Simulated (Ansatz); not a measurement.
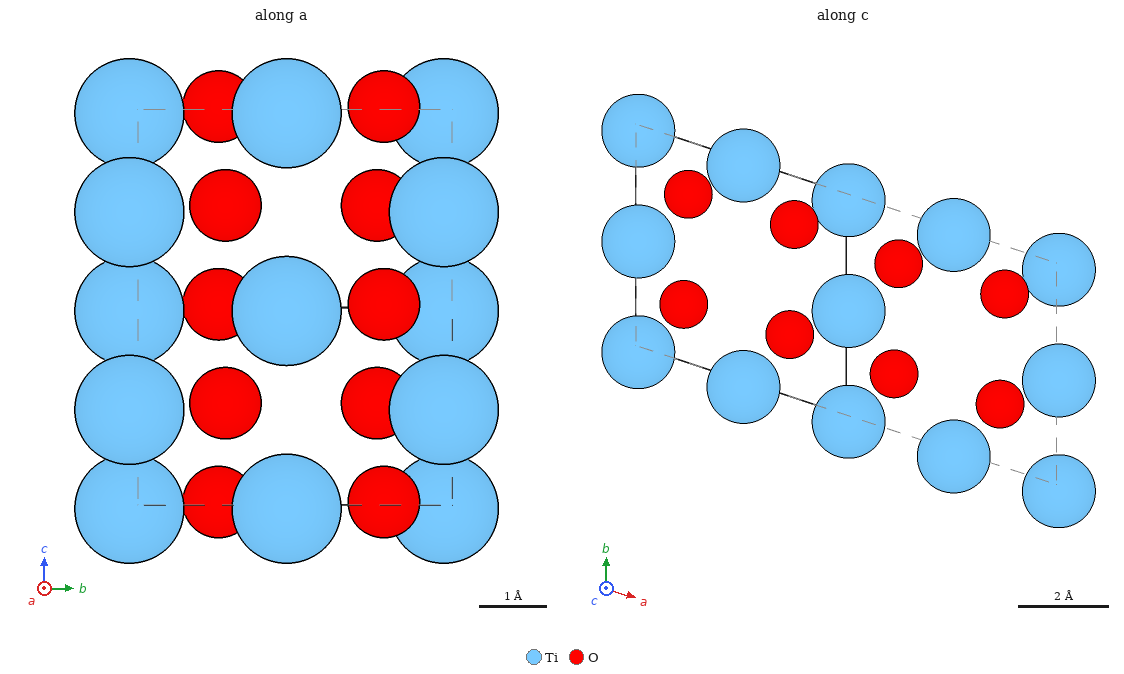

Structure drawing (spheres-only), viewed along the a axis and along the c axis. The simulation cell (solid box) is repeated to 2×1×2 cells.

Here is the input:
```yaml
crystal:
  lattice:
    - [2.912816229, -4.0303540212, 0.0]
    - [2.912816229, 4.0303540212, 0.0]
    - [0.0, 0.0, 2.9690273776]
  atoms:
    - { symbol: Ti, position: [0.0119817086, -0.0266596404, 0.4806358274] }
    - { symbol: Ti, position: [0.5119817086, -0.0266596404, -0.0193641726] }
    - { symbol: Ti, position: [0.0119817086, 0.4733403596, -0.0193641726] }
    - { symbol: O, position: [0.7537970297, 0.7827780414, 0.0145231295] }
    - { symbol: O, position: [0.2498902735, 0.7611181754, 0.5145231295] }
    - { symbol: O, position: [0.2282304075, 0.2572114192, 0.0145231295] }
    - { symbol: O, position: [0.7321371637, 0.2788712852, 0.5145231295] }
basis:
  ecutwfc: 420
kpoints:
  mp_grid: { grid: [8, 8, 12] }
hamiltonian:
  xc: pbesol
scf:
  occupations: { method: gaussian, width: 0.15 }
output:
  forces: true
  stress: true
  eigenvalues: true
```
Run as:
```sh
ansatz run input.yaml --threads 2 --pin off --max-ram 5120MiB --backend cpu --events-out ev --progress --plain --runs-dir out
```

Computed with DFT PBEsol, scalar-relativistic, plane waves, PAW in Ansatz 0.2.0. Settings: a cutoff energy of 420 eV, an 8×8×12 sampling of the Brillouin zone, Gaussian smearing of 0.15 eV, no spin polarisation.

### Is the electronic structure metallic or gapped?

A metal: bands cross the Fermi level.

### State the hydrostatic pressure.

The computed pressure is 15.1 GPa (compressed: it would expand). The stress isn't hydrostatic: its largest component is 35.9 GPa.

Its origin is a structure listed in the Materials Project. The cell was then strained or its atoms displaced on purpose. It was run through Ansatz as a DFT input.

At this level of theory the run's own cell isn't at rest (compressed, at 15 GPa and forces up to 5.3 eV/Å), so its distances can differ from those at equilibrium, the more so the softer the solid.
